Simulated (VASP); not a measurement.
Band-structure calculation of CdS

The run: band-structure calculation of CdS (F-43m, 2 atoms in the cell). Method and program: DFT, r2SCAN, plane waves, PAW (VASP 6.6.1).

The structure was built on a prototype by a generator. The geometry comes from this level: r2SCAN (a point of a series of strains). It belongs to a series of runs on one base structure; here: hydrostatic strain -1.0%.

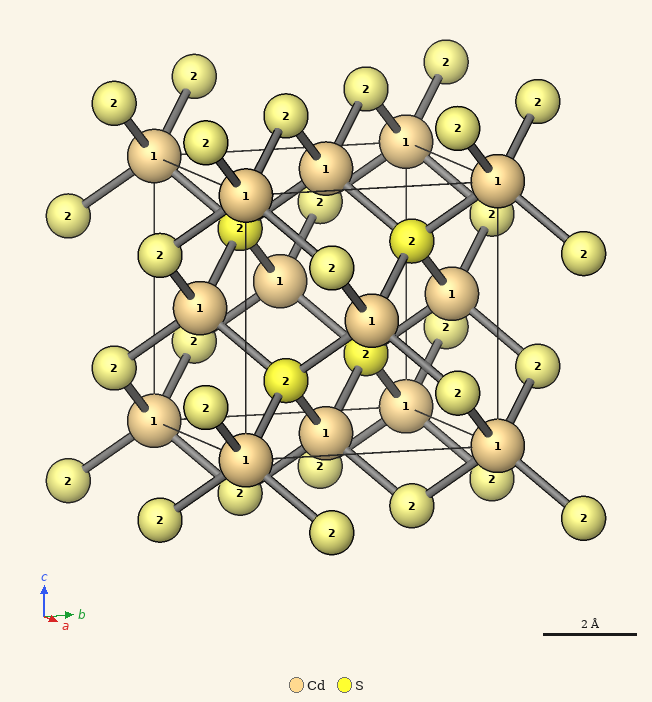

Figure 1. The structure as given in the input (ball-and-stick view of the cell 4 times as large as that of the calculation, set on its symmetry axes, seen slightly off an axis; neighbours outside the cell are drawn fainter; atoms are numbered from 1 in the order of the input). An atom can appear more than once, as a periodic image.

## INCAR
```
ENCUT = 520.000000
SIGMA = 0.010000
EDIFF = 1.00e-07
ALGO = Normal
METAGGA = R2SCAN
PREC = Accurate
IBRION = -1
ISIF = 2
ISMEAR = 0
NBANDS = 16
NELM = 120
NSW = 0
LASPH = .TRUE.
LCHARG = .FALSE.
LWAVE = .FALSE.
LREAL = .FALSE.
```

## KPOINTS
```
KPOINTS created by Atomic Simulation Environment
0
Gamma
8 8 8
0 0 0
```

## KPOINTS_OPT
```
special points
6
Reciprocal
0.0000000000 0.0000000000 0.0000000000 1
-0.5000000000 -0.5000000000 0.0000000000 1
-0.3750000000 -0.3750000000 0.2500000000 1
-0.3750000000 0.0000000000 0.3750000000 1
0.0000000000 0.0000000000 0.5000000000 1
-0.5000000000 -0.2500000000 0.2500000000 1
```

## POSCAR
```
Cd S
 1.0000000000000000
     0.0000000000000000    2.9098226945999999    2.9098226945999999
     2.9098226945999999    0.0000000000000000    2.9098226945999999
     2.9098226945999999    2.9098226945999999    0.0000000000000000
 Cd  S
   1   1
Cartesian
  0.0000000000000000  0.0000000000000000  0.0000000000000000
  1.4549113472999997  1.4549113472999997  1.4549113472999997
```

Hardware: 1 CPU thread, shared host.

Command:
```bash
mpirun -np 1 vasp_std
```

## OSZICAR
```
N       E                     dE             d eps       ncg     rms          rms(c)
DAV:   1     0.826698632655E+02    0.82670E+02   -0.91585E+03   944   0.105E+03
DAV:   2    -0.306813261487E+02   -0.11335E+03   -0.10694E+03  1128   0.261E+02
DAV:   3    -0.348315790616E+02   -0.41503E+01   -0.41433E+01  1232   0.521E+01
DAV:   4    -0.348544713420E+02   -0.22892E-01   -0.22891E-01  1128   0.378E+00
DAV:   5    -0.348547761267E+02   -0.30478E-03   -0.30478E-03  1192   0.410E-01    0.799E+00
DAV:   6    -0.296900830693E+02    0.51647E+01   -0.31410E+00   976   0.265E+01    0.911E+00
DAV:   7    -0.296571824606E+02    0.32901E-01   -0.29785E-01  1152   0.555E+00    0.555E+00
DAV:   8    -0.296702142143E+02   -0.13032E-01   -0.60401E-02  1112   0.272E+00    0.123E+00
DAV:   9    -0.296737803992E+02   -0.35662E-02   -0.53339E-03  1152   0.636E-01    0.173E-01
DAV:  10    -0.296739741437E+02   -0.19374E-03   -0.21807E-03  1160   0.470E-01    0.161E-01
DAV:  11    -0.296739160322E+02    0.58112E-04   -0.14005E-04  1064   0.172E-01    0.947E-02
DAV:  12    -0.296738990964E+02    0.16936E-04   -0.15768E-04  1160   0.142E-01    0.445E-02
DAV:  13    -0.296738978362E+02    0.12602E-05   -0.40203E-06  1072   0.286E-02    0.604E-03
DAV:  14    -0.296738975349E+02    0.30132E-06   -0.32036E-07  1200   0.606E-03    0.206E-03
DAV:  15    -0.296738975089E+02    0.25973E-07   -0.29058E-08   600   0.183E-03
   1 F= -.29673898E+02 E0= -.29673898E+02  d E =-.636986E-21
       N       E                     dE             ncg
DAV:   1     0.643587421712E+03   -0.29896E+04      192
DAV:   2    -0.437039825589E+02   -0.68729E+03      240
DAV:   3    -0.674525839056E+02   -0.23749E+02      272
DAV:   4    -0.675715693749E+02   -0.11899E+00      216
DAV:   5    -0.675731819742E+02   -0.16126E-02      272
DAV:   6    -0.675732144160E+02   -0.32442E-04      232
DAV:   7    -0.675732152440E+02   -0.82801E-06      264
DAV:   8    -0.675732152666E+02   -0.22554E-07      184
```

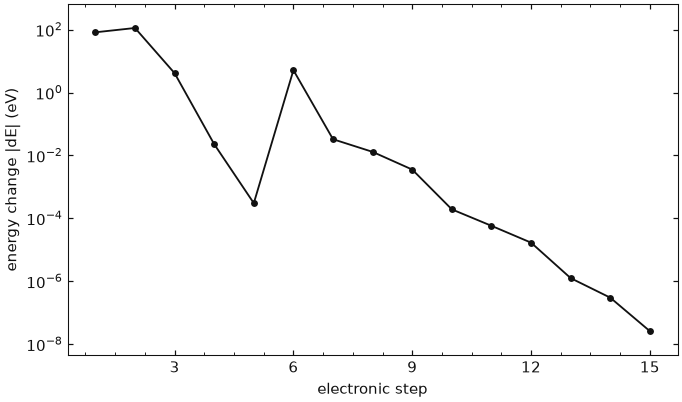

Figure 2. Convergence of the self-consistent field: energy change |dE| against the electronic step. It takes 15 electronic steps. The density is held fixed in the first few steps, and dE rises again when its update begins.

## Parts of OUTCAR
```
k-points           NKPTS =     29   k-points in BZ     NKDIM =     29   number of bands    NBANDS=     16

   NELECT =      18.0000    total number of electrons

   dimension x,y,z NGX =    32 NGY =   32 NGZ =   32
   dimension x,y,z NGXF=    64 NGYF=   64 NGZF=   64

  energy-cutoff  :      520.00
  volume of cell :       49.28
      direct lattice vectors                 reciprocal lattice vectors
     0.000000000  2.909822695  2.909822695    -0.171831775  0.171831775  0.171831775
     2.909822695  0.000000000  2.909822695     0.171831775 -0.171831775  0.171831775
     2.909822695  2.909822695  0.000000000     0.171831775  0.171831775 -0.171831775

 k-points in reciprocal lattice and weights: KPOINTS created by Atomic Simulation Env
   0.00000000  0.00000000  0.00000000       0.002
   0.12500000  0.00000000  0.00000000       0.016
   0.25000000  0.00000000  0.00000000       0.016
   0.37500000  0.00000000  0.00000000       0.016
   0.50000000  0.00000000  0.00000000       0.008
   0.12500000  0.12500000  0.00000000       0.012
   0.25000000  0.12500000  0.00000000       0.047
   0.37500000  0.12500000  0.00000000       0.047
   0.50000000  0.12500000  0.00000000       0.047
  -0.37500000  0.12500000  0.00000000       0.047
  -0.25000000  0.12500000  0.00000000       0.047
  -0.12500000  0.12500000  0.00000000       0.023
   0.25000000  0.25000000  0.00000000       0.012
   0.37500000  0.25000000  0.00000000       0.047
   0.50000000  0.25000000  0.00000000       0.047
  -0.37500000  0.25000000  0.00000000       0.047
  -0.25000000  0.25000000  0.00000000       0.023
   0.37500000  0.37500000  0.00000000       0.012
   0.50000000  0.37500000  0.00000000       0.047
  -0.37500000  0.37500000  0.00000000       0.023
   0.50000000  0.50000000  0.00000000       0.006
   0.37500000  0.25000000  0.12500000       0.047
   0.50000000  0.25000000  0.12500000       0.094
  -0.37500000  0.25000000  0.12500000       0.047
   0.50000000  0.37500000  0.12500000       0.047
  -0.37500000  0.37500000  0.12500000       0.094
  -0.25000000  0.37500000  0.12500000       0.047
  -0.37500000  0.50000000  0.12500000       0.023
  -0.25000000  0.50000000  0.25000000       0.012

 E-fermi :   1.1726

 k-point     1 :       0.0000    0.0000    0.0000
  band No.  band energies     occupation
      1     -11.8103      2.00000
      2      -6.8832      2.00000
      3      -6.8832      2.00000
      4      -6.8832      2.00000
      5      -6.3585      2.00000
      6      -6.3585      2.00000
      7       1.1106      2.00000
      8       1.1106      2.00000
      9       1.1106      2.00000
     10       2.7190      0.00000
     11       8.1832      0.00000
     12       8.1832      0.00000
     13       8.1832      0.00000
     14      13.1170      0.00000
     15      13.1330      0.00000
     16      13.1330      0.00000

 k-point     2 :       0.1250    0.0000    0.0000
  band No.  band energies     occupation
      1     -11.7467      2.00000
      2      -6.8591      2.00000
      3      -6.8591      2.00000
      4      -6.8246      2.00000
      5      -6.3595      2.00000
      6      -6.3595      2.00000
      7       0.1239      2.00000
      8       0.9849      2.00000
      9       0.9849      2.00000
     10       3.5194      0.00000
     11       7.8941      0.00000
     12       8.3908      0.00000
     13       8.3908      0.00000
     14      12.4933      0.00000
     15      12.4933      0.00000
     16      13.6641      0.00000

 k-point     3 :       0.2500    0.0000    0.0000
  band No.  band energies     occupation
      1     -11.5925      2.00000
      2      -6.8065      2.00000
      3      -6.8065      2.00000
      4      -6.6173      2.00000
      5      -6.3538      2.00000
      6      -6.3538      2.00000
      7      -1.4016      2.00000
      8       0.7008      2.00000
      9       0.7008      2.00000
     10       4.3584      0.00000
     11       7.8703      0.00000
     12       8.6896      0.00000
     13       8.6896      0.00000
     14      12.2606      0.00000
     15      12.2606      0.00000
     16      12.8922      0.00000

 k-point     4 :       0.3750    0.0000    0.0000
  band No.  band energies     occupation
      1     -11.4382      2.00000
      2      -6.7649      2.00000
      3      -6.7649      2.00000
      4      -6.3333      2.00000
      5      -6.3333      2.00000
      6      -6.2396      2.00000
      7      -2.7649      2.00000
      8       0.4373      2.00000
      9       0.4373      2.00000
     10       4.5936      0.00000
     11       8.5797      0.00000
     12       8.6656      0.00000
     13       8.6656      0.00000
     14      12.5528      0.00000
     15      13.2006      0.00000
     16      13.2006      0.00000

 k-point     5 :       0.5000    0.0000    0.0000
  band No.  band energies     occupation
      1     -11.3748      2.00000
      2      -6.7518      2.00000
      3      -6.7518      2.00000
      4      -6.3195      2.00000
      5      -6.3195      2.00000
      6      -5.9664      2.00000
      7      -3.4006      2.00000
      8       0.3326      2.00000
      9       0.3326      2.00000
     10       4.5979      0.00000
     11       8.5900      0.00000
     12       8.5900      0.00000
     13       9.0348      0.00000
     14      12.7217      0.00000
     15      14.3102      0.00000
     16      14.3102      0.00000

 [... the levels of 23 k-points are left out ...]

 k-point    29 :      -0.2500    0.5000    0.2500
  band No.  band energies     occupation
      1     -11.2417      2.00000
      2      -6.6295      2.00000
      3      -6.6070      2.00000
      4      -6.4025      2.00000
      5      -6.3512      2.00000
      6      -5.7069      2.00000
      7      -2.8386      2.00000
      8      -1.2349      2.00000
      9      -1.1703      2.00000
     10       6.8402      0.00000
     11       7.1064      0.00000
     12       8.9344      0.00000
     13       9.5645      0.00000
     14      13.0690      0.00000
     15      14.9988      0.00000
     16      15.1191      0.00000

  Total        0.7024166      0.7024166      0.7024166     -0.0000000     -0.0000000      0.0000000
  in kB       22.8389316     22.8389316     22.8389316     -0.0000000     -0.0000000      0.0000000
  external PRESSURE =      22.8389316 kB  Pullay stress =       0.0000000 kB

 POSITION                                       TOTAL-FORCE (eV/Angst)
 -----------------------------------------------------------------------------------
      0.00000      0.00000      0.00000         0.000000      0.000000     -0.000000
      1.45491      1.45491      1.45491        -0.000000     -0.000000      0.000000
 -----------------------------------------------------------------------------------
    total drift:                               -0.000005     -0.000005     -0.000005

  FREE ENERGIE OF THE ION-ELECTRON SYSTEM (eV)
  ---------------------------------------------------
  free  energy   TOTEN  =       -29.6738975089 eV

  energy  without entropy=      -29.6738975089  energy(sigma->0) =      -29.67389751
```

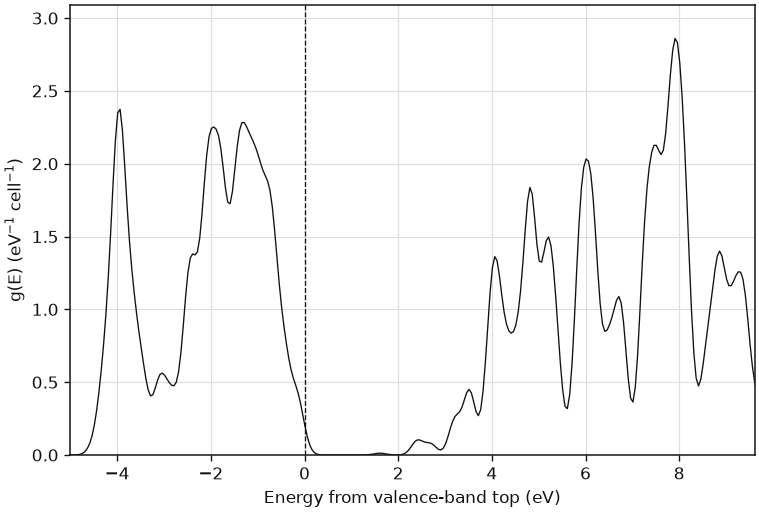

Figure 3. Density of states (the curve is built from the levels of the k mesh with Gaussians 0.3 eV wide, which also blur the band edges), with energies from the valence-band top. There is a gap of 1.61 eV on the k-point mesh. Small ripples come from the finite k-point mesh.

## Summary

| quantity | value |
| --- | --- |
| outcome | converged |
| space group (tolerance 0.01 Å) | F-43m (216) |
| electrons treated | 18 |
| free energy | −29.6739 eV |
| Fermi energy | 1.173 eV |
| band gap | 1.61 eV |
| pressure | 2.28 GPa |
| largest force (length of the vector) | under 0.001 eV/Å |
| wall time | 51 s |
| peak memory | 0.19 GiB |
